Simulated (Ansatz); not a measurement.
**WS2: geometry relaxation (part 2 of 2)**

WS2 (6 atoms in the cell); DFT r2SCAN, scalar-relativistic, plane waves, PAW, no spin polarisation (Ansatz 0.2.0); cutoff 500 eV, 12×12×2 k-mesh, Gaussian smearing of 0.02 eV. The structure derives from a Materials Project entry. It belongs to a series of runs on one base structure; here: biaxial strain in the a-b plane, c and atoms relaxed: -4.0 %.

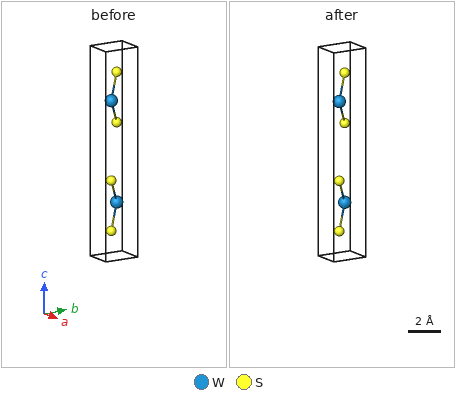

*Before (left) and after (right) the relaxation, at one scale (ball-and-stick view of the cell of the calculation, seen slightly off an axis).*

The largest moves relative to the cell, 0.009 Å, are those of S3, S4, S5 and S6. W stays in place. The drawn cell changes as follows: a = b stay at 3.054 Å, c 13.381 → 13.308 Å (−0.5 %); the volume changes by −0.5 %. The space group stays P6_3/mmc (No. 194). Over 3 geometry steps the energy falls by 0.4 meV per cell of the calculation. The largest force component goes from 0.012 to 0.00019 eV/Å. The pressure goes from 8.98 to 9.01 GPa. A last SCF at the same geometry on a re-selected plane-wave basis shifts the energy by +0.2 meV per cell of the calculation. (Atoms are counted from 1 in the order of the input.)

```
basis re-selected at this cell: Δ(F+E_penalty+E_count) = +1.548e-4 eV, ΔP = -0.001 GPa vs the last step (what re-selecting the basis moved, of the pressure what is left beyond the Pulay correction that the steps carried, after the strain that the cell walked since its last selection, with what the two solves' SCF thresholds leave and, on support functions, any second-order correction that the steps lacked; it is no measure of the basis error at this ecutwfc). This SCF's stress stands 3.77e-3 GPa from its target on what of the cell is left free (relax.cell.stress_tol is 1.50e-2 GPa) and its largest allowed force component is 1.89e-4 eV/Å (relax.f_tol is 8.00e-3 eV/Å): within both
SCF converged after 6 iterations
Free energy (F): -24422.943314 eV
Harris-Foulkes:  -24422.943314 eV  (|F-HF|=0.00e0)
Internal energy: -24422.943314 eV  (E = F + TS)
E sigma→0 (E₀):  -24422.943314 eV
Fermi energy:    11.567883 eV
--- Per-component energies (eV) ---
  E_band       = -426.063739
  E_kinetic    = 1342.725188
  E_local      = -4136.530834  (includes V_loc(G=0)·N_el)
  E_nonlocal   = 115.936122
  E_hartree    = 1699.850651
  E_xc         = -870.122400
  E_vxc        = -905.001969  (∫ρ·V_xc dr)
  E_paw        = -19624.915899  (= ΣΔE_a)
  E_vpaw       = -287.703923  (= ΣTr[D̂ρ^β])
  E_aug_tail   = -0.000096  (compensation charges beyond the density's cutoff)
  E_vtau       = 44.810450  (kinetic-family band-sum trace: ∫τ·v_τ [+ j·A + Jᵃ·Aᵃ] dr)
  E_ewald      = -2948.271081
  E_core_change = -1.614965  (= ΣΔE_core)
  E_smearing   = -0.000000  (= −TS)
  E_closure    = 0.000000  (closes the sum)
  Σ components = -24422.943314   (vs F -24422.943314, Δ=0.00e0)
--- Forces (eV/Å), atoms counted from 1 ---
  atom   1  W     -0.00000000    -0.00000000     0.00000000
  atom   2  W      0.00000000     0.00000000     0.00000000
  atom   3  S     -0.00000000    -0.00000000     0.00018869
  atom   4  S      0.00000000     0.00000000     0.00018869
  atom   5  S     -0.00000000    -0.00000000    -0.00018869
  atom   6  S      0.00000000     0.00000000    -0.00018869
  max |Σ_I F_I| component: 1.39e-17 eV/Å
--- Stress (GPa, compression-positive) ---
       13.518867       0.000000       0.000000
       -0.000000      13.518867       0.000000
        0.000000       0.000000      -0.003769
  P = ⅓ Tr σ = 9.0113 GPa (90.113 kbar)
--- Band table (eV; the first three rows and the last of 38) ---
  k-point 0: bands = ["-64.9939", "-64.9939", "-28.7342", "-28.7342", "-28.4107", "-28.4107", "-28.4107", "-28.4107", "-5.2347", "-5.1327", "-3.5878", "-3.3892", "3.3323", "3.9145", "7.2843", "7.9654", "7.9654", "7.9695", "7.9695", "8.8264", "9.3559", "9.3559", "9.3730", "9.3730", "9.7142", "10.7536", "14.1264", "14.1264", "14.1582", "14.1582", "14.1651", "14.1651"]
  k-point 1: bands = ["-64.9939", "-64.9939", "-28.7342", "-28.7342", "-28.4107", "-28.4107", "-28.4107", "-28.4107", "-5.1862", "-5.1862", "-3.4869", "-3.4869", "3.5988", "3.5988", "7.9236", "7.9236", "7.9674", "7.9674", "7.9674", "7.9674", "9.3644", "9.3644", "9.3644", "9.3644", "10.3925", "10.3925", "14.1441", "14.1441", "14.1441", "14.1441", "14.1786", "14.1786"]
  k-point 2: bands = ["-64.9917", "-64.9917", "-28.7273", "-28.7272", "-28.4481", "-28.4480", "-28.4192", "-28.4192", "-5.0960", "-4.9939", "-3.5283", "-3.3357", "3.4997", "4.0837", "7.1218", "7.6182", "7.6259", "8.1009", "8.1074", "8.2925", "9.1350", "9.1544", "9.2902", "9.5840", "9.7494", "10.6514", "13.7609", "13.8787", "13.9971", "14.0516", "14.0787", "14.0936"]
  k-point 37: bands = ["-64.9562", "-64.9562", "-28.8081", "-28.8081", "-28.7634", "-28.7634", "-28.6160", "-28.6160", "-2.2212", "-2.2212", "-2.0973", "-2.0973", "4.3334", "4.3334", "4.8181", "4.8181", "5.7767", "5.7767", "6.5344", "6.5344", "7.0842", "7.0842", "7.8602", "7.8602", "10.7053", "10.7053", "13.2954", "13.2954", "13.9365", "13.9365", "15.1488", "15.1488"]
--- Relaxed structure (4 steps of the walk, 4 accepted, 1 SCFs on fresh bases) ---
  F+E_penalty+E_count = -24422.94331366 eV   max|allowed force component| = 1.887e-4 eV/Å   (the final SCF, on the basis selected at the relaxed cell)
  cell:  # Å, volume = 107.5212 Å³
    - [3.054354158706439, -2.8867538116007803e-11, 0.0]
    - [-1.5271770793282196, 2.645148293608857, 0.0]
    - [0.0, 0.0, 13.30835902951957]
  atoms:
    - { symbol: W, position: [0.33333333333333326, 0.6666666666666666, 0.24999999999999994] }
    - { symbol: W, position: [0.6666666666666665, 0.3333333333333333, 0.7499999999999998] }
    - { symbol: S, position: [0.33333333333333326, 0.6666666666666666, 0.6293945304628427] }
    - { symbol: S, position: [0.6666666666666665, 0.3333333333333333, 0.12939453046284285] }
    - { symbol: S, position: [0.33333333333333326, 0.6666666666666666, 0.8706054695371568] }
    - { symbol: S, position: [0.6666666666666665, 0.3333333333333333, 0.37060546953715695] }
```

Trajectory as extended XYZ (Å, eV, eV/Å), 5 frames, from step=1 to step=5:
```
6
Lattice="3.0544 0.0000 0.0000 -1.5272 2.6451 0.0000 0.0000 0.0000 13.3810" Properties=species:S:1:pos:R:3:forces:R:3 step=1 energy=-24422.94310 pressure_GPa=8.98
W     0.0000    1.7634    3.3452    0.0000   0.0000   0.0000
W     1.5272    0.8817   10.0357    0.0000   0.0000   0.0000
S     0.0000    1.7634    8.4311    0.0000   0.0000  -0.0119
S     1.5272    0.8817    1.7406    0.0000   0.0000  -0.0119
S     0.0000    1.7634   11.6404    0.0000   0.0000   0.0119
S     1.5272    0.8817    4.9499    0.0000   0.0000   0.0119
6
Lattice="3.0544 0.0000 0.0000 -1.5272 2.6451 0.0000 0.0000 0.0000 13.3407" Properties=species:S:1:pos:R:3:forces:R:3 step=2 energy=-24422.94335 pressure_GPa=8.93
W     0.0000    1.7634    3.3352    0.0000   0.0000   0.0000
W     1.5272    0.8817   10.0055    0.0000   0.0000   0.0000
S     0.0000    1.7634    8.4001    0.0000   0.0000   0.0064
S     1.5272    0.8817    1.7298    0.0000   0.0000   0.0064
S     0.0000    1.7634   11.6110    0.0000   0.0000  -0.0064
S     1.5272    0.8817    4.9406    0.0000   0.0000  -0.0064
6
Lattice="3.0544 0.0000 0.0000 -1.5272 2.6451 0.0000 0.0000 0.0000 13.3091" Properties=species:S:1:pos:R:3:forces:R:3 step=3 energy=-24422.94347 pressure_GPa=9.00
W     0.0000    1.7634    3.3273    0.0000   0.0000   0.0000
W     1.5272    0.8817    9.9818    0.0000   0.0000   0.0000
S     0.0000    1.7634    8.3766    0.0000   0.0000   0.0025
S     1.5272    0.8817    1.7221    0.0000   0.0000   0.0025
S     0.0000    1.7634   11.5870    0.0000   0.0000  -0.0025
S     1.5272    0.8817    4.9324    0.0000   0.0000  -0.0025
6
Lattice="3.0544 0.0000 0.0000 -1.5272 2.6451 0.0000 0.0000 0.0000 13.3084" Properties=species:S:1:pos:R:3:forces:R:3 step=4 energy=-24422.94347 pressure_GPa=9.01
W     0.0000    1.7634    3.3271    0.0000   0.0000   0.0000
W     1.5272    0.8817    9.9813    0.0000   0.0000   0.0000
S     0.0000    1.7634    8.3762    0.0000   0.0000   0.0002
S     1.5272    0.8817    1.7220    0.0000   0.0000   0.0002
S     0.0000    1.7634   11.5863    0.0000   0.0000  -0.0002
S     1.5272    0.8817    4.9322    0.0000   0.0000  -0.0002
6
Lattice="3.0544 0.0000 0.0000 -1.5272 2.6451 0.0000 0.0000 0.0000 13.3084" Properties=species:S:1:pos:R:3:forces:R:3 step=5 energy=-24422.94331 pressure_GPa=9.01
W     0.0000    1.7634    3.3271    0.0000   0.0000   0.0000
W     1.5272    0.8817    9.9813    0.0000   0.0000   0.0000
S     0.0000    1.7634    8.3762    0.0000   0.0000   0.0002
S     1.5272    0.8817    1.7220    0.0000   0.0000   0.0002
S     0.0000    1.7634   11.5863    0.0000   0.0000  -0.0002
S     1.5272    0.8817    4.9322    0.0000   0.0000  -0.0002
```

This output came from the following input.

The input:
```yaml
crystal:
  lattice:
    - [3.0543541587, 0.0, 0.0]
    - [-1.5271770793, 2.6451482936, 0.0]
    - [0.0, 0.0, 13.3809972839]
  atoms:
    - { symbol: W, position: [0.3333333333, 0.6666666667, 0.25] }
    - { symbol: W, position: [0.6666666667, 0.3333333333, 0.75] }
    - { symbol: S, position: [0.3333333333, 0.6666666667, 0.6300774678] }
    - { symbol: S, position: [0.6666666667, 0.3333333333, 0.1300774678] }
    - { symbol: S, position: [0.3333333333, 0.6666666667, 0.8699225322] }
    - { symbol: S, position: [0.6666666667, 0.3333333333, 0.3699225322] }
basis:
  ecutwfc: 500
kpoints:
  mp_grid: { grid: [12, 12, 2] }
hamiltonian:
  xc: r2scan
scf:
  occupations: { method: gaussian, width: 0.02 }
output:
  forces: true
  stress: true
  eigenvalues: true
relax:
  adjacent_minimum: "off"
  f_tol: 0.008
  max_steps: 40
  cell: { stress_tol: 0.015, fix: [a, b, gamma] }
```

Command:
```bash
ansatz run input.yaml --threads 1 --pin off --max-ram 2560MiB --backend cpu --events-out ev --progress --plain --runs-dir out
```

Results in brief:

```json
{"quantity": "outcome", "value": "converged"}
{"quantity": "space group (tolerance 0.01 Å)", "value": "P6₃/mmc (194)"}
{"quantity": "electrons treated", "value": "52"}
{"quantity": "free energy", "value": "−24422.9433 eV"}
{"quantity": "Fermi energy", "value": "11.568 eV"}
{"quantity": "gap on the k-point mesh", "value": "1.60 eV"}
{"quantity": "pressure", "value": "9.01 GPa"}
{"quantity": "final volume", "value": "107.52 Å³"}
{"quantity": "largest force (length of the vector) at the end", "value": "under 0.001 eV/Å"}
{"quantity": "final cell", "value": "a = 3.054 Å, b = 3.054 Å, c = 13.308 Å, α = 90.00°, β = 90.00°, γ = 120.00°"}
{"quantity": "hardware", "value": "1 thread of Arm Neoverse V1, 24 GiB of memory available, shared host"}
{"quantity": "wall time", "value": "91 s"}
{"quantity": "peak memory", "value": "0.68 GiB"}
```

Spin–orbit coupling is left out, which matters for W.
